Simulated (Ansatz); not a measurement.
**Rh: elastic-constant calculation (part 2 of 2)**

Continued. System: Rh (Fm-3m, 1 atom in the cell). Method: DFT PBEsol, scalar-relativistic, plane waves, PAW, no spin polarisation (Ansatz 0.2.0); cutoff 420 eV, 20×20×20 k-mesh, Fermi–Dirac smearing of 0.15 eV. The structure derives from an entry of the Crystallography Open Database. It belongs to a series of runs on one base structure; here: elastic constants, atoms relaxed.

Geometry of the input (Å; fractional positions):
```
0.0000  1.8778  1.8778
1.8778  0.0000  1.8778
1.8778  1.8778  0.0000
Rh 0.0000  0.0000  0.0000
```

### Log, continued
```
SCF iter   1: F=—  HF=-6338.786332 eV  |F-HF|=—  |Δ(HF+E_count)|=         —  Δρ=7.24e-5  dr2=3.16e-7  ethr=1.87e-9  ⟨swp⟩=2.2  Hψ=97945  notcnv=0
preconditioner: auto → none  [metal: Δε(μ)=0.002 eV  Ē_g=14.373 eV  σ=0.150 eV  W_gap=0.00  n_scr=0 (ndim 8)  ℏωp=30.6 eV  f_vac=0.000  D(μ)=1.26/eV (n_scr^D=14)]
SCF iter   2: F=—  HF=-6338.786333 eV  |F-HF|=—  |Δ(HF+E_count)|=   9.44e-7  Δρ=2.84e-5  dr2=3.28e-8  ethr=1.86e-9  ⟨swp⟩=2.3  Hψ=23074  notcnv=0
SCF iter   3: F=—  HF=-6338.786333 eV  |F-HF|=—  |Δ(HF+E_count)|=   7.67e-9  Δρ=1.45e-5  dr2=3.58e-9  ethr=1.93e-10  ⟨swp⟩=2.5  Hψ=22654  notcnv=0
SCF iter   4: F=—  HF=-6338.786333 eV  |F-HF|=—  |Δ(HF+E_count)|=  1.65e-10  Δρ=2.01e-6  dr2=6.69e-11  ethr=2.10e-11  ⟨swp⟩=1.0  Hψ=15158  notcnv=0
SCF iter   5: F=—  HF=-6338.786333 eV  |F-HF|=—  |Δ(HF+E_count)|=  2.46e-11  Δρ=1.85e-7  dr2=4.60e-13  ethr=3.94e-13 (applied; sched 1.00e-12)  ⟨swp⟩=2.7  Hψ=24630  notcnv=0
SCF iter   6: F=-6338.786333 eV  HF=-6338.786333 eV  |F-HF|=1.82e-12  |Δ(HF+E_count)|=    0.00e0  Δρ=4.31e-8  dr2=4.25e-14  ethr=1.00e-12  ⟨swp⟩=4.0  Hψ=51025  notcnv=0
SCF 7 converged in 6 iterations: F = -6338.786333 eV  dr2 = 4.25e-14
SCF iter   1: F=—  HF=-6338.787033 eV  |F-HF|=—  |Δ(HF+E_count)|=         —  Δρ=7.59e-7  dr2=1.33e-11  ethr=1.00e-12  ⟨swp⟩=8.8  Hψ=118491  notcnv=0
preconditioner: auto → none  [metal: Δε(μ)=0.005 eV  Ē_g=14.368 eV  σ=0.150 eV  W_gap=0.01  n_scr=0 (ndim 8)  ℏωp=30.6 eV  f_vac=0.000  D(μ)=1.26/eV (n_scr^D=14)]
SCF iter   2: F=—  HF=-6338.787033 eV  |F-HF|=—  |Δ(HF+E_count)|=  9.09e-12  Δρ=3.18e-7  dr2=1.26e-12  ethr=7.80e-14 (applied; sched 1.00e-12)  ⟨swp⟩=1.1  Hψ=25190  notcnv=0
SCF iter   3: F=—  HF=-6338.787033 eV  |F-HF|=—  |Δ(HF+E_count)|=  3.64e-12  Δρ=1.18e-7  dr2=1.77e-13  ethr=7.39e-15 (applied; sched 1.00e-12)  ⟨swp⟩=1.2  Hψ=16323  notcnv=0
SCF iter   4: F=-6338.787033 eV  HF=-6338.787033 eV  |F-HF|=0.00e0  |Δ(HF+E_count)|=  1.82e-12  Δρ=1.62e-8  dr2=2.87e-14  ethr=1.00e-12  ⟨swp⟩=4.0  Hψ=45196  notcnv=0
SCF 8 converged in 4 iterations: F = -6338.787033 eV  dr2 = 2.87e-14
SCF iter   1: F=—  HF=-6338.787033 eV  |F-HF|=—  |Δ(HF+E_count)|=         —  Δρ=7.56e-7  dr2=1.31e-11  ethr=1.00e-12  ⟨swp⟩=9.2  Hψ=122549  notcnv=0
SCF iter   2: F=—  HF=-6338.787033 eV  |F-HF|=—  |Δ(HF+E_count)|=  9.09e-12  Δρ=3.18e-7  dr2=1.25e-12  ethr=7.70e-14 (applied; sched 1.00e-12)  ⟨swp⟩=1.1  Hψ=25409  notcnv=0
SCF iter   3: F=—  HF=-6338.787033 eV  |F-HF|=—  |Δ(HF+E_count)|=  4.55e-12  Δρ=1.19e-7  dr2=1.78e-13  ethr=7.35e-15 (applied; sched 1.00e-12)  ⟨swp⟩=1.3  Hψ=16653  notcnv=0
SCF iter   4: F=-6338.787033 eV  HF=-6338.787033 eV  |F-HF|=3.64e-12  |Δ(HF+E_count)|=  9.09e-13  Δρ=1.77e-8  dr2=3.43e-14  ethr=1.00e-12  ⟨swp⟩=4.0  Hψ=45346  notcnv=0
SCF 9 converged in 4 iterations: F = -6338.787033 eV  dr2 = 3.43e-14
SCF converged after 8 iterations
Free energy (F): -6338.787267 eV
Harris-Foulkes:  -6338.787267 eV  (|F-HF|=9.09e-13)
Internal energy: -6338.692523 eV  (E = F + TS)
E sigma→0 (E₀):  -6338.739895 eV
Entropy (-TS):   -0.094743 eV (-94.743 meV/atom)
Fermi energy:    23.331510 eV
--- Per-component energies (eV) ---
  E_band       = -71.175526
  E_kinetic    = 574.546467
  E_local      = -1517.544234  (includes V_loc(G=0)·N_el)
  E_nonlocal   = 356.366112
  E_hartree    = 532.906526
  E_xc         = -221.148316
  E_vxc        = -278.682536  (∫ρ·V_xc dr)
  E_paw        = -3523.867483  (= ΣΔE_a)
  E_vpaw       = -271.675186  (= ΣTr[D̂ρ^β])
  E_aug_tail   = 0.000787  (compensation charges beyond the density's cutoff)
  E_ewald      = -2540.228581
  E_core_change = 0.276200  (= ΣΔE_core)
  E_smearing   = -0.094743  (= −TS)
  E_closure    = 0.000000  (closes the sum)
  Σ components = -6338.787267   (vs F -6338.787267, Δ=0.00e0)
--- Forces (eV/Å), atoms counted from 1 ---
  atom   1  Rh    -0.00000000     0.00000000     0.00000000
  max |Σ_I F_I| component: 5.55e-32 eV/Å
--- Stress (GPa, compression-positive) ---
        6.991768       0.000000      -0.000000
       -0.000000       6.991768       0.000000
       -0.000000      -0.000000       6.991768
  P = ⅓ Tr σ = 6.9918 GPa (69.918 kbar)
--- Band table (eV; the first three rows and the last of 256) ---
  k-point 0: bands = ["-55.5818", "-23.0182", "-23.0182", "-23.0182", "15.0089", "20.0640", "20.0640", "20.0640", "22.3037", "22.3037", "39.0287", "44.5529", "44.5529"]
  k-point 1: bands = ["-55.5786", "-23.0395", "-23.0210", "-23.0210", "15.1139", "20.0153", "20.1064", "20.1064", "22.2790", "22.2790", "39.1856", "44.0096", "44.7077"]
  k-point 2: bands = ["-55.5691", "-23.1012", "-23.0293", "-23.0293", "15.4178", "19.8888", "20.2206", "20.2206", "22.2213", "22.2213", "39.6193", "42.8070", "45.1635"]
  k-point 255: bands = ["-55.4038", "-23.5705", "-23.5705", "-23.3350", "17.9977", "19.2981", "19.2981", "22.0579", "24.4180", "33.1884", "33.1884", "34.8453", "36.3268"]
--- Elastic constants: 2 strain directions × 4 members + reference (group order 48) ---
  dense FFT box of the reference and of every strained cell: 18×18×18
  strains applied: 11, 23; error gains: componentwise 1.00 (the most a stress slope's error grows in a printed constant), spectral 1.73 (1 for all six strains in a standard setting)
  C = ∂σ_k/∂η_j (tension-positive GPa; Voigt order 11 22 33 23 13 12):
       502.243    236.416    236.416     -0.000     -0.000     -0.000
       236.416    502.243    236.416     -0.000     -0.000      0.000
       236.416    236.416    502.243     -0.000      0.000     -0.000
        -0.000      0.000      0.000    222.911      0.000     -0.000
         0.000      0.000     -0.000     -0.000    222.911      0.000
         0.000     -0.000     -0.000     -0.000     -0.000    222.911
  reference stress σ⁰ (GPa):     -6.992     -6.992     -6.992      0.000      0.000      0.000
  C* (energy form; C + prestress term) asymmetry max|C*_kj − C*_jk| = 8.527e-14 GPa — a small one proves nothing (zero by symmetry where the batch's group is 432, −43m or m−3m); a large one is finite-difference/SCF noise where every solve meets its electron count
  moduli (Voigt/Reuss/Hill, GPa): K = 325.02/325.02/325.02   G = 186.91/175.40/181.16   E = 458.32   ν = 0.265
  mechanically stable: yes (min eigenvalue of sym C = 222.91 GPa)
  strain η (Voigt 11):  stress-route row diagonal C_11 = 502.24 GPa, energy-path curvature d²(F+E_count+ΔE)/dδ²/Ω₀ = 502.25 GPa
    cells at ±δ against ±2δ: C21 236.48 and 236.68 GPa, apart by 0.04 % of the column's largest entry
         δ    σ_11 (GPa)             F (eV)   n_scf  n_hpsi   n_pw
    -1.000e-2     -12.1739       -6338.7793703       8  164479    271   relax 0 steps, max|allowed force component| 0.00e0 eV/Å
    -5.000e-3      -9.5426       -6338.7838543       4  133957    271   relax 0 steps, max|allowed force component| 0.00e0 eV/Å
     5.000e-3      -4.5198       -6338.7896403       4  135770    274   relax 0 steps, max|allowed force component| 0.00e0 eV/Å
     1.000e-2      -2.1259       -6338.7910119       7  141075    275   relax 0 steps, max|allowed force component| 0.00e0 eV/Å
  strain η (Voigt 23):  stress-route row diagonal C_44 = 222.91 GPa, energy-path curvature d²(F+E_count+ΔE)/dδ²/Ω₀ = 226.42 GPa
    cells at ±δ against ±2δ: C44 222.91 and 222.92 GPa, apart by 0.00 % of the column's largest entry
         δ    σ_23 (GPa)             F (eV)   n_scf  n_hpsi   n_pw
    -1.000e-2      -2.2292       -6338.7863327       7  283601    273   relax 0 steps, max|allowed force component| 0.00e0 eV/Å
    -5.000e-3      -1.1146       -6338.7870325       4  225741    272   relax 0 steps, max|allowed force component| 0.00e0 eV/Å
     5.000e-3       1.1146       -6338.7870325       4  221018    272   relax 0 steps, max|allowed force component| 0.00e0 eV/Å
     1.000e-2       2.2292       -6338.7863327       6  250292    273   relax 0 steps, max|allowed force component| 0.00e0 eV/Å
```

### File elastic.tsv
```
# convention: tension-positive GPa; Voigt order 11 22 33 23 13 12; engineering shear strains; stresses and constants hold the Pulay correction, whose part of sigma0, of c and of each member's stress the lines and columns named pulay_correction_..._gpa give (of c_energy it is that of c and, on the columns of strains 1 to 3, that of sigma0; of a layer's constants it is that of c in the plane, times a tenth of its plane spacing in ang); where a line pulay_correction_withheld stands none holds it
# sigma0_gpa = -6.9917682381e0 -6.9917682381e0 -6.9917682381e0 3.7057778929e-16 7.4115557858e-16 7.4115557858e-16
# pulay_correction_sigma0_gpa = -1.0012925475e-1 -1.0012925475e-1 -1.0012925475e-1 1.8094618618e-19 4.5236546544e-20 -4.0712891890e-19
# c_energy_asymmetry_gpa = 8.5265128291e-14
# group_order = 48
# error_gain_componentwise = 1.0000000000e0	error_gain_spectral = 1.7320508076e0
# k_voigt_gpa = 3.2502486481e2	k_reuss_gpa = 3.2502486481e2	k_hill_gpa = 3.2502486481e2
# g_voigt_gpa = 1.8691207413e2	g_reuss_gpa = 1.7540365083e2	g_hill_gpa = 1.8115786248e2
# youngs_gpa = 4.5832244605e2	poisson = 2.6498082881e-1
# min_eigenvalue_gpa = 2.2291129746e2	stable = true
# k	c_k1_gpa	c_k2_gpa	c_k3_gpa	c_k4_gpa	c_k5_gpa	c_k6_gpa	c_energy_k1_gpa	c_energy_k2_gpa	c_energy_k3_gpa	c_energy_k4_gpa	c_energy_k5_gpa	c_energy_k6_gpa	pulay_correction_c_k1_gpa	pulay_correction_c_k2_gpa	pulay_correction_c_k3_gpa	pulay_correction_c_k4_gpa	pulay_correction_c_k5_gpa	pulay_correction_c_k6_gpa
1	5.0224251700e2	2.3641603871e2	2.3641603871e2	-3.1763735522e-22	-2.1175823681e-22	-6.3527471044e-22	4.9525074876e2	2.2942427047e2	2.2942427047e2	-3.1763735522e-22	-2.1175823681e-22	-6.3527471044e-22	1.7668225904e-1	1.9913622269e-1	1.9913622269e-1	-6.6174449004e-24	1.0442856121e-87	-7.6311256594e-40
2	2.3641603871e2	5.0224251700e2	2.3641603871e2	-8.4703294725e-22	-3.1763735522e-22	6.3527471044e-22	2.2942427047e2	4.9525074876e2	2.2942427047e2	-8.4703294725e-22	-3.1763735522e-22	6.3527471044e-22	1.9913622269e-1	1.7668225904e-1	1.9913622269e-1	-1.1580528576e-23	1.6543612251e-24	-8.7282605204e-40
3	2.3641603871e2	2.3641603871e2	5.0224251700e2	-8.4703294725e-22	6.3527471044e-22	-5.2939559203e-22	2.2942427047e2	2.2942427047e2	4.9525074876e2	-8.4703294725e-22	6.3527471044e-22	-5.2939559203e-22	1.9913622269e-1	1.9913622269e-1	1.7668225904e-1	-1.6543612251e-24	3.3087224502e-24	4.9630836753e-24
4	-1.8932661725e-29	1.4001784375e-60	1.4001784375e-60	2.2291129746e2	1.0097419587e-28	-1.5252209903e-46	3.7057778929e-16	3.7057778929e-16	3.7057778929e-16	2.2291129746e2	1.0097419587e-28	-1.5252209903e-46	1.2325951644e-32	6.1629758220e-33	-1.0635035875e-63	-3.2436385030e-2	-5.5466782398e-32	2.2193875259e-50
5	3.4534789523e-61	1.1511596508e-61	-4.6696583113e-30	-1.0097419587e-28	2.2291129746e2	1.3737969367e-30	7.4115557858e-16	7.4115557858e-16	7.4115557858e-16	-1.0097419587e-28	2.2291129746e2	1.3737969367e-30	-6.1629758220e-33	3.0814879110e-33	5.8312842508e-33	5.8548270309e-32	-3.2436385030e-2	-6.3628804787e-33
6	1.2787236079e-29	-4.7497115980e-29	-1.2621774484e-29	-1.5252209903e-46	-1.2621774484e-29	2.2291129746e2	7.4115557858e-16	7.4115557858e-16	7.4115557858e-16	-1.5252209903e-46	-1.2621774484e-29	2.2291129746e2	-3.3524937379e-32	3.2369378539e-32	-9.2444637331e-33	-6.1629758220e-33	4.4387750518e-50	-3.2436385030e-2
```

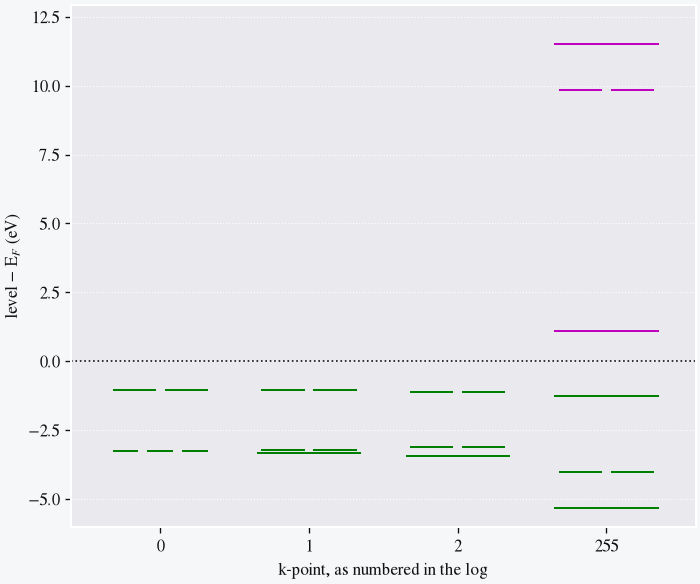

Kohn–Sham levels near the Fermi level (dotted) at the few k-points that the log prints; levels within 0.02 eV of each other stand side by side. The system is metallic on the full mesh.
